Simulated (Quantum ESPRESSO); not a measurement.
## Run report: Pt, band-structure run (part 2 of 3)

Continued. System: Pt (Fm-3m, 1 atom in the cell). Method: Kohn-Sham DFT of a periodic cell, PBEsol, spin-orbit coupling, PseudoDojo 0.4 FR PBEsol standard, no spin polarisation (Quantum ESPRESSO 7.5); cutoff 1142.88 eV, 12×12×12 k-mesh, fermi-dirac of 0.05 eV. The structure derives from an entry of the Crystallography Open Database.

Geometry of the input (Å; fractional positions):
```
0.0000  1.9609  1.9609
1.9609  0.0000  1.9609
1.9609  1.9609  0.0000
Pt 0.0000  0.0000  0.0000
```

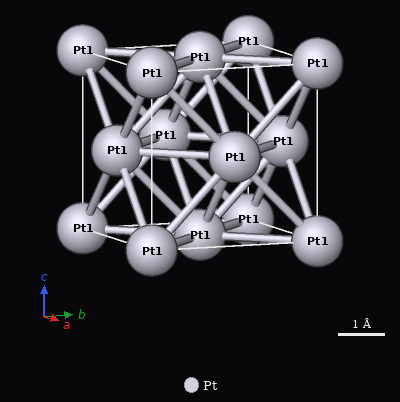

Fig. 1: The structure (ball-and-stick view of the cell 4 times as large as that of the calculation, set on its symmetry axes, seen slightly off an axis; atoms are numbered from 1 in the order of the input).

**What the program printed, continued**
```
     iteration #  7     ecut=    84.00 Ry     beta= 0.50
     Davidson diagonalization with overlap
     ethr =  1.76E-11,  avg # of iterations =  3.1

     total energy              =    -261.56080630 Ry
     estimated scf accuracy    <          3.0E-09 Ry

     iteration #  8     ecut=    84.00 Ry     beta= 0.50
     Davidson diagonalization with overlap
     ethr =  1.67E-11,  avg # of iterations =  1.4

     End of self-consistent calculation

          k = 0.0000 0.0000 0.0000 (  1363 PWs)   bands (ev):

   -74.9720 -74.9720 -40.1330 -40.1330 -24.9545 -24.9545 -24.9545 -24.9545
    13.1254  13.1254  19.1638  19.1638  19.1638  19.1638  20.1454  20.1454
    21.9937  21.9937  21.9937  21.9937  37.9701  37.9701  42.3461  42.3461
    43.0707  43.0707  43.0707  43.0707  48.2421  48.2421

          k = 0.0589 0.0589-0.0589 (  1327 PWs)   bands (ev):

   -74.9697 -74.9697 -40.1400 -40.1400 -24.9852 -24.9852 -24.9605 -24.9605
    13.4029  13.4029  19.1349  19.1349  19.2290  19.2290  20.1960  20.1960
    21.8913  21.8913  21.9850  21.9850  38.3970  38.3970  41.4542  41.4542
    43.0676  43.0676  43.4893  43.4893  49.4596  49.4596

          k = 0.1179 0.1179-0.1179 (  1330 PWs)   bands (ev):

   -74.9636 -74.9636 -40.1592 -40.1592 -25.0683 -25.0683 -24.9768 -24.9768
    14.1715  14.1715  19.0181  19.0181  19.3436  19.3436  20.4151  20.4151
    21.6951  21.6951  22.0604  22.0604  39.1408  39.1408  39.3930  39.3930
    44.1168  44.1168  44.6604  44.6604  47.7703  47.7703

          k = 0.1768 0.1768-0.1768 (  1332 PWs)   bands (ev):

   -74.9552 -74.9552 -40.1854 -40.1854 -25.1802 -25.1802 -24.9990 -24.9990
    15.1667  15.1667  19.0799  19.0799  19.3446  19.3446  20.5306  20.5306
    21.8214  21.8214  22.4100  22.4100  36.5511  36.5511  39.6797  39.6797
    45.0034  45.0035  46.2065  46.2065  46.9640  46.9640

          k = 0.2357 0.2357-0.2357 (  1326 PWs)   bands (ev):

   -74.9468 -74.9468 -40.2116 -40.2116 -25.2901 -25.2901 -25.0212 -25.0212
    15.8360  15.8360  19.2105  19.2105  19.9232  19.9232  20.3304  20.3304
    22.4373  22.4373  23.0172  23.0172  33.6133  33.6133  38.7070  38.7070
    43.8431  43.8431  45.2719  45.2719  48.3019  48.3019

          k = 0.2946 0.2946-0.2946 (  1326 PWs)   bands (ev):

   -74.9406 -74.9406 -40.2309 -40.2309 -25.3694 -25.3694 -25.0373 -25.0373
    16.0002  16.0002  19.0634  19.0634  20.0912  20.0912  21.5920  21.5920
    23.0426  23.0426  23.6073  23.6073  30.7603  30.7603  37.8235  37.8235
    42.1721  42.1721  43.5249  43.5249  50.5247  50.5249

          k =-0.3536-0.3536 0.3536 (  1350 PWs)   bands (ev):

   -74.9384 -74.9384 -40.2379 -40.2379 -25.3982 -25.3982 -25.0432 -25.0432
    16.0060  16.0060  19.0036  19.0036  20.0080  20.0080  22.7336  22.7336
    23.1969  23.1969  23.8546  23.8546  29.3269  29.3269  37.5154  37.5154
    41.5274  41.5274  42.8713  42.8713  51.2701  51.2703

          k = 0.1179 0.0000-0.0000 (  1331 PWs)   bands (ev):

   -74.9690 -74.9690 -40.1423 -40.1423 -24.9877 -24.9877 -24.9702 -24.9702
    13.4963  13.4963  19.0487  19.0487  19.3166  19.3166  20.2286  20.2286
    21.7545  21.7545  22.0803  22.0803  38.5528  38.5528  41.8631  41.8631
    42.6369  42.6369  43.1832  43.1832  50.1995  50.1995

          k = 0.1768 0.0589-0.0589 (  1329 PWs)   bands (ev):

   -74.9641 -74.9641 -40.1574 -40.1574 -25.0507 -25.0507 -24.9856 -24.9856
    14.1078  14.1078  18.8759  18.8759  19.4619  19.4619  20.4381  20.4381
    21.5285  21.5285  22.1802  22.1802  39.4015  39.4015  40.1559  40.1559
    42.9893  42.9893  43.9923  43.9923  48.6011  48.6011

          k = 0.2357 0.1179-0.1179 (  1338 PWs)   bands (ev):

   -74.9565 -74.9565 -40.1813 -40.1813 -25.1515 -25.1515 -25.0071 -25.0071
    15.0679  15.0679  18.7564  18.7564  19.4825  19.4825  20.6346  20.6346
    21.5843  21.5843  22.4732  22.4732  37.6503  37.6503  40.0968  40.0968
    43.3641  43.3641  44.9828  44.9828  47.3174  47.3174

          k = 0.2946 0.1768-0.1768 (  1330 PWs)   bands (ev):

   -74.9481 -74.9481 -40.2074 -40.2074 -25.2601 -25.2601 -25.0310 -25.0310
    15.9085  15.9085  19.1080  19.1080  19.3717  19.3717  20.4620  20.4620
    22.2930  22.2930  23.0507  23.0507  34.7253  34.7253  39.3734  39.3734
    42.9449  42.9449  44.9405  44.9405  48.2504  48.2504

          k = 0.3536 0.2357-0.2357 (  1320 PWs)   bands (ev):

   -74.9412 -74.9412 -40.2290 -40.2290 -25.3478 -25.3478 -25.0507 -25.0507
    16.1994  16.1994  19.0905  19.0905  20.0990  20.0990  20.5023  20.5023
    23.1783  23.1783  23.8012  23.8012  31.6624  31.6624  38.4033  38.4033
    41.8183  41.8183  43.5183  43.5183  49.7876  49.7879

          k =-0.2946-0.4125 0.4125 (  1329 PWs)   bands (ev):

   -74.9376 -74.9376 -40.2401 -40.2401 -25.3925 -25.3925 -25.0609 -25.0609
    16.2236  16.2236  18.9868  18.9868  20.0249  20.0249  21.5130  21.5130
    23.5023  23.5023  24.7523  24.7523  29.4340  29.4340  37.9281  37.9281
    41.1133  41.1133  42.4734  42.4734  50.9453  50.9453

          k =-0.2357-0.3536 0.3536 (  1325 PWs)   bands (ev):

   -74.9384 -74.9384 -40.2377 -40.2377 -25.3831 -25.3831 -25.0588 -25.0588
    16.2303  16.2303  19.0143  19.0143  20.0496  20.0496  21.3386  21.3386
    23.1811  23.1811  24.6334  24.6334  30.0112  30.0112  38.0200  38.0200
    41.0422  41.0422  42.9975  42.9975  50.2267  50.2267

          k =-0.1768-0.2946 0.2946 (  1322 PWs)   bands (ev):

   -74.9432 -74.9432 -40.2226 -40.2226 -25.3222 -25.3222 -25.0447 -25.0447
    16.1683  16.1683  19.1456  19.1456  20.0290  20.0290  20.2822  20.2822
    22.4947  22.4947  23.8220  23.8220  32.6895  32.6895  38.6574  38.6574
    41.7937  41.7937  44.8878  44.8878  47.8069  47.8069

          k =-0.1179-0.2357 0.2357 (  1327 PWs)   bands (ev):

   -74.9509 -74.9509 -40.1987 -40.1987 -25.2251 -25.2251 -25.0221 -25.0221
    15.6927  15.6927  18.9708  18.9708  19.4088  19.4088  20.5293  20.5293
    21.7573  21.7573  23.0136  23.0136  35.7339  35.7339  39.6428  39.6428
    42.9961  42.9961  45.4603  45.4603  47.6311  47.6311

          k =-0.0589-0.1768 0.1768 (  1332 PWs)   bands (ev):

   -74.9593 -74.9593 -40.1726 -40.1726 -25.1174 -25.1174 -24.9966 -24.9966
    14.7296  14.7296  18.8344  18.8344  19.4555  19.4555  20.5852  20.5852
    21.4430  21.4430  22.3910  22.3910  38.4100  38.4100  39.9115  39.9115
    43.1003  43.1003  45.7477  45.7477  46.3011  46.3011

          k =-0.0000-0.1179 0.1179 (  1327 PWs)   bands (ev):

   -74.9662 -74.9662 -40.1511 -40.1511 -25.0292 -25.0292 -24.9740 -24.9740
    13.8488  13.8488  19.0107  19.0107  19.3530  19.3530  20.3285  20.3285
    21.6670  21.6670  22.0909  22.0909  39.0333  39.0333  40.4369  40.4369
    42.8165  42.8165  44.4356  44.4356  48.5976  48.5976

          k = 0.2357 0.0000-0.0000 (  1319 PWs)   bands (ev):

   -74.9608 -74.9608 -40.1678 -40.1678 -25.0769 -25.0769 -25.0130 -25.0130
    14.5328  14.5328  18.5825  18.5825  19.6833  19.6833  20.6782  20.6782
    21.2791  21.2791  22.3475  22.3475  40.1310  40.1310  41.0667  41.0667
    41.6997  41.6997  42.9568  42.9568  48.6270  48.6270

          k = 0.2946 0.0589-0.0589 (  1325 PWs)   bands (ev):

   -74.9545 -74.9545 -40.1875 -40.1875 -25.1526 -25.1526 -25.0383 -25.0383
    15.3446  15.3446  18.3049  18.3049  19.7052  19.7052  20.9658  20.9658
    21.3985  21.3985  22.6168  22.6168  39.0366  39.0366  40.9308  40.9308
    41.6394  41.6394  43.0480  43.0480  47.0374  47.0374

          k = 0.3536 0.1179-0.1179 (  1319 PWs)   bands (ev):

   -74.9468 -74.9468 -40.2112 -40.2112 -25.2463 -25.2463 -25.0651 -25.0651
    16.2394  16.2394  18.2959  18.2959  19.4281  19.4281  20.8983  20.8983
    22.3116  22.3116  23.1716  23.1716  36.0166  36.0166  40.1998  40.1998
    41.2601  41.2601  43.3293  43.3293  47.6238  47.6238

          k = 0.4125 0.1768-0.1768 (  1322 PWs)   bands (ev):

   -74.9399 -74.9399 -40.2326 -40.2326 -25.3289 -25.3289 -25.0901 -25.0901
    16.6732  16.6732  18.7895  18.7895  19.2811  19.2811  20.7126  20.7126
    23.3316  23.3316  24.1654  24.1654  32.7191  32.7191  39.1648  39.1648
    40.5552  40.5552  42.6654  42.6654  49.8335  49.8335

          k =-0.2357-0.4714 0.4714 (  1324 PWs)   bands (ev):

   -74.9356 -74.9356 -40.2460 -40.2460 -25.3793 -25.3793 -25.1065 -25.1065
    16.7545  16.7545  18.7729  18.7729  19.9304  19.9304  20.6480  20.6480
    23.5710  23.5710  25.8943  25.8943  29.8531  29.8531  38.4281  38.4281
    40.3562  40.3562  41.5281  41.5281  50.4790  50.4790

          k =-0.1768-0.4125 0.4125 (  1317 PWs)   bands (ev):

   -74.9351 -74.9351 -40.2477 -40.2477 -25.3857 -25.3857 -25.1089 -25.1089
    16.8116  16.8116  18.7707  18.7707  20.1283  20.1283  20.6741  20.6741
    23.1915  23.1915  26.4224  26.4224  29.4600  29.4600  38.0411  38.0411
    40.0819  40.0819  41.9966  41.9966  50.0489  50.0490

          k =-0.1179-0.3536 0.3536 (  1323 PWs)   bands (ev):

   -74.9384 -74.9384 -40.2373 -40.2373 -25.3476 -25.3476 -25.0954 -25.0954
    16.8598  16.8598  18.9125  18.9125  19.7272  19.7272  20.4550  20.4550
    22.4462  22.4462  25.2423  25.2423  32.0025  32.0025  38.1181  38.1181
    40.1925  40.1925  43.9926  43.9926  47.5146  47.5146

          k =-0.0589-0.2946 0.2946 (  1328 PWs)   bands (ev):

   -74.9448 -74.9448 -40.2177 -40.2177 -25.2763 -25.2763 -25.0679 -25.0679
    16.5861  16.5861  18.7015  18.7015  19.3276  19.3276  20.6578  20.6578
    21.6237  21.6237  24.1482  24.1482  34.9487  34.9487  38.7158  38.7158
    41.1564  41.1564  44.8735  44.8735  46.6566  46.6566

          k = 0.0000-0.2357 0.2357 (  1341 PWs)   bands (ev):

   -74.9524 -74.9524 -40.1940 -40.1940 -25.1920 -25.1920 -25.0318 -25.0318
    15.6729  15.6729  18.5940  18.5940  19.4876  19.4876  20.8830  20.8830
    21.1090  21.1090  23.1383  23.1383  37.2977  37.2977  39.7173  39.7173
    42.6219  42.6219  43.3905  43.3905  47.8936  47.8936

          k = 0.3536 0.0000 0.0000 (  1331 PWs)   bands (ev):

   -74.9496 -74.9496 -40.2023 -40.2023 -25.1957 -25.1957 -25.0712 -25.0712
    15.8725  15.8725  17.9079  17.9079  19.9383  19.9383  21.4198  21.4198
    21.5056  21.5056  22.7785  22.7785  39.2973  39.2973  40.8976  40.8976
    41.1395  41.1395  42.3101  42.3101  44.4886  44.4886

          k = 0.4125 0.0589-0.0589 (  1317 PWs)   bands (ev):

   -74.9433 -74.9433 -40.2219 -40.2219 -25.2645 -25.2645 -25.1013 -25.1013
    16.4814  16.4814  17.6647  17.6647  19.9296  19.9296  21.6578  21.6578
    22.3029  22.3029  23.2342  23.2342  37.0475  37.0475  39.3163  39.3163
    40.4974  40.4974  43.1280  43.1280  44.5030  44.5030

          k = 0.4714 0.1179-0.1179 (  1319 PWs)   bands (ev):

   -74.9371 -74.9371 -40.2409 -40.2409 -25.3294 -25.3294 -25.1321 -25.1321
    16.8929  16.8929  17.7942  17.7942  19.7580  19.7580  21.5509  21.5509
    23.3988  23.3988  24.3352  24.3352  33.8081  33.8081  38.2002  38.2002
    39.3366  39.3366  42.8941  42.8941  47.1365  47.1365

          k =-0.1768-0.5303 0.5303 (  1318 PWs)   bands (ev):

   -74.9328 -74.9328 -40.2541 -40.2541 -25.3712 -25.3712 -25.1574 -25.1574
    17.0617  17.0617  18.1919  18.1919  19.7101  19.7101  21.3381  21.3381
    23.6518  23.6518  26.4827  26.4827  30.6975  30.6975  37.2185  37.2185
    39.0924  39.0924  42.2057  42.2057  50.0059  50.0060

          k =-0.1179-0.4714 0.4714 (  1316 PWs)   bands (ev):

   -74.9315 -74.9315 -40.2582 -40.2582 -25.3819 -25.3819 -25.1677 -25.1677
    17.2787  17.2787  18.4342  18.4342  19.7313  19.7313  21.1333  21.1333
    23.2716  23.2716  28.1144  28.1144  29.2365  29.2365  36.0812  36.0812
    40.1796  40.1796  41.5287  41.5287  50.4554  50.4554

          k =-0.0589-0.4125 0.4125 (  1322 PWs)   bands (ev):

   -74.9336 -74.9336 -40.2520 -40.2520 -25.3637 -25.3637 -25.1549 -25.1549
    17.5493  17.5493  18.6087  18.6087  19.3562  19.3562  20.9602  20.9602
    22.5513  22.5513  26.5779  26.5779  31.9111  31.9111  35.4034  35.4034
    41.0756  41.0756  42.2740  42.2740  48.1238  48.1238

          k = 0.0000-0.3536 0.3536 (  1320 PWs)   bands (ev):

   -74.9384 -74.9384 -40.2371 -40.2371 -25.3252 -25.3252 -25.1183 -25.1183
    17.4814  17.4814  18.5862  18.5862  19.0591  19.0591  20.8540  20.8540
    21.8644  21.8644  25.3819  25.3819  33.9658  33.9658  36.3048  36.3048
    40.9996  40.9996  44.6254  44.6254  45.9629  45.9629

          k = 0.4714 0.0000-0.0000 (  1331 PWs)   bands (ev):

   -74.9385 -74.9385 -40.2367 -40.2367 -25.3111 -25.3111 -25.1290 -25.1290
    16.5357  16.5357  17.2797  17.2797  20.9175  20.9175  22.3865  22.3865
    22.4569  22.4569  23.3675  23.3675  36.4146  36.4146  38.5026  38.5026
    38.9794  38.9794  42.3516  42.3516  44.5058  44.5058

          k = 0.5303 0.0589-0.0589 (  1323 PWs)   bands (ev):

   -74.9336 -74.9336 -40.2515 -40.2515 -25.3580 -25.3580 -25.1565 -25.1565
    16.6341  16.6341  17.1458  17.1458  21.1902  21.1902  22.5545  22.5545
    23.4008  23.4008  24.2435  24.2435  34.4323  34.4323  36.7004  36.7004
    37.6572  37.6572  43.2926  43.2926  45.5991  45.5991

          k =-0.1179-0.5893 0.5893 (  1325 PWs)   bands (ev):

   -74.9301 -74.9301 -40.2624 -40.2624 -25.3845 -25.3845 -25.1854 -25.1854
    16.8023  16.8023  17.3709  17.3709  20.8564  20.8564  22.3257  22.3257
    23.7743  23.7743  26.4550  26.4550  31.6932  31.6932  35.5794  35.5794
    37.1898  37.1898  43.6876  43.6876  47.4781  47.4781

          k =-0.0589-0.5303 0.5303 (  1321 PWs)   bands (ev):

   -74.9287 -74.9287 -40.2665 -40.2665 -25.3864 -25.3864 -25.2051 -25.2051
    17.0677  17.0677  17.8699  17.8699  20.3109  20.3109  21.9826  21.9826
    23.4696  23.4696  29.0017  29.0017  29.5618  29.5618  34.2533  34.2533
    38.1732  38.1732  43.1660  43.1660  49.9268  49.9268

          k =-0.0000-0.4714 0.4714 (  1316 PWs)   bands (ev):

   -74.9300 -74.9300 -40.2626 -40.2626 -25.3754 -25.3754 -25.1975 -25.1975
    17.4433  17.4433  18.3981  18.3981  19.6072  19.6072  21.5317  21.5317
    22.9239  22.9239  27.7401  27.7401  31.9910  31.9910  33.1312  33.1312
    40.0782  40.0782  42.2436  42.2436  49.7941  50.5532

          k = 0.5893 0.0000-0.0000 (  1330 PWs)   bands (ev):

   -74.9303 -74.9303 -40.2617 -40.2617 -25.3934 -25.3934 -25.1711 -25.1711
    16.3893  16.3893  16.8527  16.8527  22.8214  22.8214  23.0843  23.0843
    23.7237  23.7237  24.1379  24.1379  33.8361  33.8361  35.3844  35.3844
    36.3148  36.3148  43.0724  43.0724  46.1464  46.1464

          k =-0.0589-0.6482 0.6482 (  1323 PWs)   bands (ev):

   -74.9280 -74.9280 -40.2685 -40.2685 -25.4108 -25.4108 -25.1884 -25.1884
    16.4240  16.4240  16.8600  16.8600  22.4642  22.4642  23.1238  23.1238
    24.0358  24.0358  25.8343  25.8343  32.2590  32.2590  34.4542  34.4542
    35.7851  35.7851  43.8996  43.8996  46.6121  46.6121

          k = 0.0000-0.5893 0.5893 (  1320 PWs)   bands (ev):

   -74.9275 -74.9275 -40.2703 -40.2703 -25.4035 -25.4035 -25.2058 -25.2058
    16.6890  16.6890  17.2196  17.2196  21.4631  21.4631  22.7086  22.7086
    23.8054  23.8054  27.9703  27.9703  30.6398  30.6398  33.9284  33.9284
    36.4373  36.4373  44.2343  44.2343  47.6952  47.6952

          k =-0.7071 0.0000 0.0000 (  1298 PWs)   bands (ev):
```
